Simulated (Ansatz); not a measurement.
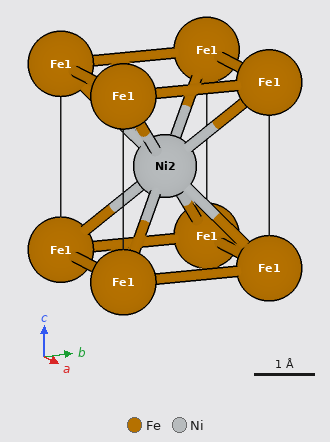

Figure 1. The input geometry of run 1 (ball-and-stick view of the cell of the calculation, seen slightly off an axis; atoms are numbered from 1 in the order of the input). An atom can appear more than once, as a periodic image.

# FeNi: a changed input and its effect

System: FeNi (P4/mmm, 2 atoms in the cell).
Method of run 1: DFT r2SCAN, scalar-relativistic, plane waves, PAW, spin-polarised (Ansatz 0.2.0).

The structure derives from an entry of the Crystallography Open Database. Text and figures count atoms from 1; the logs count them from 0 in places.

The input, run 1:
```yaml
crystal:
  lattice:
    - [2.6740049973, 0.0, 0.0]
    - [0.0, 2.6740049973, 0.0]
    - [0.0, 0.0, 3.2141898994]
  atoms:
    - { symbol: Fe, position: [0.0, 0.0, 0.0], spin: 3.24 }
    - { symbol: Ni, position: [0.5, 0.5, 0.5], spin: 0.78 }
basis:
  ecutwfc: 500
kpoints:
  mp_grid: { grid: [20, 20, 14] }
hamiltonian:
  xc: r2scan
scf:
  occupations: { method: gaussian, width: 0.15 }
output:
  forces: true
  stress: true
  eigenvalues: true
  populations: true
magnetization:
  spin_polarized: true
```

Command:
```bash
ansatz run input.yaml --threads 1 --pin off --max-ram 2560MiB --backend cpu --events-out ev --progress --plain --runs-dir out
```

Hardware: 1 thread of Arm Neoverse V1, 24 GiB of memory available, shared host.

Output, shortened to warnings, some set-up lines, iterations and results (run 1):
```
Basis set: ecut = 500 eV, 575 PW (Γ), exchange–correlation on 80×80×96 points (64 copies of the dense FFT grid, shifted against one another)
Symmetry: 16 space group operations
k-points: 528 of 5600
Initial density: superposition of atomic densities (chi_scale 0.1, normalization cell)
[...]
SCF iter   1: F=—  HF=-10330.033714 eV  |F-HF|=—  |Δ(HF+E_count)|=         —  Δρ=8.14e-2 (↑2.13e-2 ↓8.14e-2)  dr2=1.25e0  dr2_τ=1.09e-2  dr2_m=3.44e-1  M=3.978 μB ∫|m|=4.133 …
SCF iter   2: F=—  HF=-10329.997703 eV  |F-HF|=—  |Δ(HF+E_count)|=   3.60e-2  Δρ=2.71e-2 (↑1.79e-2 ↓2.71e-2)  dr2=3.15e-1  dr2_τ=4.99e-3  dr2_m=2.39e-2  M=3.918 μB ∫|m|=4.245 …
SCF iter   3: F=—  HF=-10330.569947 eV  |F-HF|=—  |Δ(HF+E_count)|=   5.72e-1  Δρ=1.45e-2 (↑1.13e-2 ↓1.45e-2)  dr2=5.56e-2  dr2_τ=5.61e-4  dr2_m=5.68e-3  M=3.885 μB ∫|m|=4.302 …
SCF iter   4: F=—  HF=-10330.777762 eV  |F-HF|=—  |Δ(HF+E_count)|=         —  Δρ=1.21e-2 (↑1.21e-2 ↓7.96e-3)  dr2=3.46e-2  dr2_τ=3.49e-4  dr2_m=2.70e-3  M=3.898 μB ∫|m|=4.337 …
SCF iter   5: F=—  HF=-10330.984733 eV  |F-HF|=—  |Δ(HF+E_count)|=   2.07e-1  Δρ=6.66e-3 (↑5.71e-3 ↓6.66e-3)  dr2=9.52e-3  dr2_τ=2.90e-4  dr2_m=6.03e-4  M=3.877 μB ∫|m|=4.336 …
[... 7 lines ...]
SCF iter  13: F=—  HF=-10331.278606 eV  |F-HF|=—  |Δ(HF+E_count)|=   6.35e-6  Δρ=6.14e-5 (↑4.84e-5 ↓6.14e-5)  dr2=7.04e-7  dr2_τ=9.41e-9  dr2_m=4.27e-8  M=3.786 μB ∫|m|=4.274 …
SCF iter  14: F=—  HF=-10331.278614 eV  |F-HF|=—  |Δ(HF+E_count)|=   7.47e-6  Δρ=2.64e-5 (↑2.64e-5 ↓1.67e-5)  dr2=1.00e-7  dr2_τ=1.17e-9  dr2_m=2.65e-8  M=3.786 μB ∫|m|=4.274 …
SCF iter  15: F=—  HF=-10331.278615 eV  |F-HF|=—  |Δ(HF+E_count)|=   8.77e-7  Δρ=9.46e-6 (↑5.84e-6 ↓9.46e-6)  dr2=9.48e-9  dr2_τ=1.16e-10  dr2_m=2.67e-9  M=3.786 μB …
SCF iter  16: F=-10331.278615 eV  HF=-10331.278615 eV  |F-HF|=7.10e-8  |Δ(HF+E_count)|=   1.49e-7  Δρ=8.66e-6 (↑5.53e-6 ↓8.66e-6)  dr2=1.73e-8  dr2_τ=7.96e-11  dr2_m=8.60e-10 …
SCF 1 converged in 16 iterations: F = -10331.278615 eV  dr2 = 1.73e-8
this state was not tested for a lower state beside it, because the mixer in use, unlike msr1, does not test its closes by its own steps (another_mixer; see scf.mixing.algorithm and scf.lower_state_search)
SCF converged after 16 iterations
Magnetization: 3.7863 μB (18.8932 up, 15.1068 down)
Absolute magnetization: 4.2750 μB (∫|ρ↑−ρ↓|, with the PAW one-centre terms)
Spin contamination: 0.1462 ħ² per cell (⟨S²⟩ above its minimum at these occupations)
Per-site moments (μB) at R_I (Å): [(3.0604947610238233, 1.0236240103500485), (0.9021125068932035, 1.0236240103500485)]
Free energy (F): -10331.278615 eV
Harris-Foulkes:  -10331.278615 eV  (|F-HF|=7.10e-8)
Internal energy: -10331.258251 eV  (E = F + TS)
E sigma→0 (E₀):  -10331.268433 eV
Entropy (-TS):   -0.020364 eV (-10.182 meV/atom)
Fermi energy:    18.179542 eV
--- Per-component energies (eV) ---
  E_band       = -568.659732
  E_kinetic    = 627.927991
  E_local      = -5628.132329  (includes V_loc(G=0)·N_el)
  E_nonlocal   = 863.151296
  E_hartree    = 2356.126936
  E_xc         = -191.306577
  E_vxc        = -284.146231  (∫ρ·V_xc dr)
  E_paw        = -3022.585045  (= ΣΔE_a)
  E_vpaw       = -880.526719  (= ΣTr[D̂ρ^β])
  E_aug_tail   = 0.000495  (compensation charges beyond the density's cutoff)
  E_vtau       = 20.801601  (kinetic-family band-sum trace: ∫τ·v_τ [+ j·A + Jᵃ·Aᵃ] dr)
  E_ewald      = -5335.851473
  E_core_change = -0.589544  (= ΣΔE_core)
  E_smearing   = -0.020364  (= −TS)
  E_closure    = 0.000000  (closes the sum)
  Σ components = -10331.278615   (vs F -10331.278615, Δ=0.00e0)
--- Forces (eV/Å), atoms counted from 1 ---
  atom   1  Fe     0.00000000     0.00000000     0.00000000
  atom   2  Ni     0.00000000     0.00000000     0.00000000
  max |Σ_I F_I| component: 0.00e0 eV/Å
--- Stress (GPa, compression-positive) ---
       -7.045836       0.000000       0.000000
        0.000000      -7.045836       0.000000
        0.000000       0.000000       6.208610
  P = ⅓ Tr σ = -2.6277 GPa (-26.277 kbar)
--- Löwdin populations: 2 sites ---
  site symbol       q [e]    m [muB]
     0     Fe     15.6782     3.0953
     1     Ni     17.8038     0.8803
  spilling = 0.015235 (of n_electrons = 34.000000)
```

The input of run 2 differs as follows (lines with − go, lines with + come):
```diff
-    - [2.6740049973, 0.0, 0.0]
-    - [0.0, 2.6740049973, 0.0]
-    - [0.0, 0.0, 3.2141898994]
+    - [2.5677029425, 0.0, 0.0]
+    - [0.0, 2.5677029425, 0.0]
+    - [0.0, 0.0, 3.4858316077]
```

Predict how the results change.

With the same functional and potentials, run 2 lies 51.6 meV per atom lower. The net moment of the cell goes from 3.79 to 3.60 μB. The pressure goes from −2.63 to −5.09 GPa. The SCF takes 15 iterations against 16. The plane waves at Γ go from 575 to 601.

Output, shortened to warnings, some set-up lines, iterations and results (run 2):
```
Basis set: ecut = 500 eV, 601 PW (Γ), exchange–correlation on 80×80×108 points (64 copies of the dense FFT grid, shifted against one another)
Symmetry: 16 space group operations
k-points: 528 of 5600
Initial density: superposition of atomic densities (chi_scale 0.1, normalization cell)
[...]
SCF iter   1: F=—  HF=-10330.129240 eV  |F-HF|=—  |Δ(HF+E_count)|=         —  Δρ=7.61e-2 (↑2.18e-2 ↓7.61e-2)  dr2=1.28e0  dr2_τ=1.08e-2  dr2_m=2.40e-1  M=3.829 μB ∫|m|=4.036 …
SCF iter   2: F=—  HF=-10330.119372 eV  |F-HF|=—  |Δ(HF+E_count)|=   9.87e-3  Δρ=2.72e-2 (↑1.82e-2 ↓2.72e-2)  dr2=3.17e-1  dr2_τ=5.17e-3  dr2_m=2.43e-2  M=3.760 μB ∫|m|=4.158 …
SCF iter   3: F=—  HF=-10330.668823 eV  |F-HF|=—  |Δ(HF+E_count)|=   5.49e-1  Δρ=1.30e-2 (↑1.17e-2 ↓1.30e-2)  dr2=6.03e-2  dr2_τ=5.77e-4  dr2_m=2.99e-3  M=3.712 μB ∫|m|=4.201 …
SCF iter   4: F=—  HF=-10330.864140 eV  |F-HF|=—  |Δ(HF+E_count)|=         —  Δρ=1.15e-2 (↑1.15e-2 ↓8.74e-3)  dr2=4.04e-2  dr2_τ=3.56e-4  dr2_m=1.15e-3  M=3.710 μB ∫|m|=4.217 …
SCF iter   5: F=—  HF=-10331.083651 eV  |F-HF|=—  |Δ(HF+E_count)|=   2.20e-1  Δρ=6.62e-3 (↑5.29e-3 ↓6.62e-3)  dr2=1.02e-2  dr2_τ=3.10e-4  dr2_m=5.78e-4  M=3.686 μB ∫|m|=4.211 …
[... 6 lines ...]
SCF iter  12: F=—  HF=-10331.381773 eV  |F-HF|=—  |Δ(HF+E_count)|=   1.71e-5  Δρ=2.53e-5 (↑2.35e-5 ↓2.53e-5)  dr2=2.46e-7  dr2_τ=2.17e-9  dr2_m=5.03e-9  M=3.600 μB ∫|m|=4.144 …
SCF iter  13: F=—  HF=-10331.381774 eV  |F-HF|=—  |Δ(HF+E_count)|=   4.88e-7  Δρ=2.09e-5 (↑1.70e-5 ↓2.09e-5)  dr2=1.41e-7  dr2_τ=8.92e-10  dr2_m=5.02e-9  M=3.600 μB …
SCF iter  14: F=—  HF=-10331.381775 eV  |F-HF|=—  |Δ(HF+E_count)|=   1.30e-6  Δρ=7.40e-6 (↑5.96e-6 ↓7.40e-6)  dr2=1.76e-8  dr2_τ=1.06e-10  dr2_m=1.22e-9  M=3.600 μB …
SCF iter  15: F=-10331.381775 eV  HF=-10331.381775 eV  |F-HF|=3.27e-9  |Δ(HF+E_count)|=   4.45e-8  Δρ=6.64e-6 (↑3.41e-6 ↓6.64e-6)  dr2=1.33e-8  dr2_τ=3.31e-11  dr2_m=7.67e-10 …
SCF 1 converged in 15 iterations: F = -10331.381775 eV  dr2 = 1.33e-8
this state was not tested for a lower state beside it, because the mixer in use, unlike msr1, does not test its closes by its own steps (another_mixer; see scf.mixing.algorithm and scf.lower_state_search)
SCF converged after 15 iterations
Magnetization: 3.6001 μB (18.8001 up, 15.1999 down)
Absolute magnetization: 4.1449 μB (∫|ρ↑−ρ↓|, with the PAW one-centre terms)
Spin contamination: 0.1607 ħ² per cell (⟨S²⟩ above its minimum at these occupations)
Per-site moments (μB) at R_I (Å): [(3.0012799437824986, 1.0381818405609509), (0.7941273595948247, 1.0381818405609509)]
Free energy (F): -10331.381775 eV
Harris-Foulkes:  -10331.381775 eV  (|F-HF|=3.27e-9)
Internal energy: -10331.367027 eV  (E = F + TS)
E sigma→0 (E₀):  -10331.374401 eV
Entropy (-TS):   -0.014748 eV (-7.374 meV/atom)
Fermi energy:    17.904292 eV
--- Per-component energies (eV) ---
  E_band       = -567.499063
  E_kinetic    = 628.564972
  E_local      = -5630.668481  (includes V_loc(G=0)·N_el)
  E_nonlocal   = 863.176163
  E_hartree    = 2358.033526
  E_xc         = -191.306377
  E_vxc        = -284.194362  (∫ρ·V_xc dr)
  E_paw        = -3022.928770  (= ΣΔE_a)
  E_vpaw       = -881.287113  (= ΣTr[D̂ρ^β])
  E_aug_tail   = 0.000482  (compensation charges beyond the density's cutoff)
  E_vtau       = 20.832245  (kinetic-family band-sum trace: ∫τ·v_τ [+ j·A + Jᵃ·Aᵃ] dr)
  E_ewald      = -5335.648999
  E_core_change = -0.589544  (= ΣΔE_core)
  E_smearing   = -0.014748  (= −TS)
  E_closure    = 0.000000  (closes the sum)
  Σ components = -10331.381775   (vs F -10331.381775, Δ=0.00e0)
--- Forces (eV/Å), atoms counted from 1 ---
  atom   1  Fe    -0.00000000     0.00000000     0.00000000
  atom   2  Ni     0.00000000     0.00000000     0.00000000
  max |Σ_I F_I| component: 4.73e-29 eV/Å
--- Stress (GPa, compression-positive) ---
       -6.393819       0.000000       0.000000
        0.000000      -6.393819       0.000000
        0.000000       0.000000      -2.468684
  P = ⅓ Tr σ = -5.0854 GPa (-50.854 kbar)
--- Löwdin populations: 2 sites ---
  site symbol       q [e]    m [muB]
     0     Fe     15.6894     3.0190
     1     Ni     17.8092     0.7770
  spilling = 0.014746 (of n_electrons = 34.000000)
```

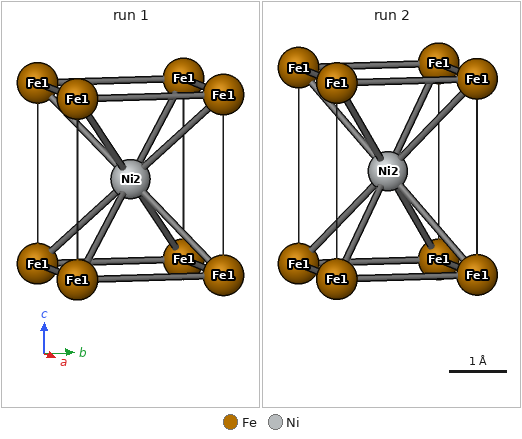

Figure 2. The two input geometries at one scale (ball-and-stick view of the cell of the calculation, seen slightly off an axis). No atom moves by more than 0.005 Å relative to the cell. The drawn cell changes at constant volume: a = b 2.674 → 2.568 Å (−4.0 %), c 3.214 → 3.486 Å (+8.5 %). Among the contacts that change: Fe1–Fe1 2.674 → 2.568 Å, Ni2–Ni2 2.674 → 2.568 Å, Fe1–Ni2 2.482 → 2.517 Å.

The two runs side by side:

| quantity | run 1 | run 2 |
| --- | --- | --- |
| outcome | converged | converged |
| free energy per atom (eV) | −5165.6393 | −5165.6909 |
| energy per atom, smearing taken to zero (eV) | −5165.6342 | −5165.6872 |
| gap on the mesh (eV) | 0.00 | 0.00 |
| net moment of the cell (μB) | 3.79 | 3.60 |
| absolute moment of the cell (μB) | 4.28 | 4.14 |
| pressure (GPa) | −2.63 | −5.09 |
| largest force (eV/Å) | 0.000 | 0.000 |
| SCF iterations | 16 | 15 |
| irreducible k-points | 528 | 528 |
| plane waves at Γ | 575 | 601 |
| wall time (shared host) | 2.7 min | 2.7 min |

For both runs: The electronic state found may not be the lowest one. Warnings: the state was not tested for a lower one.
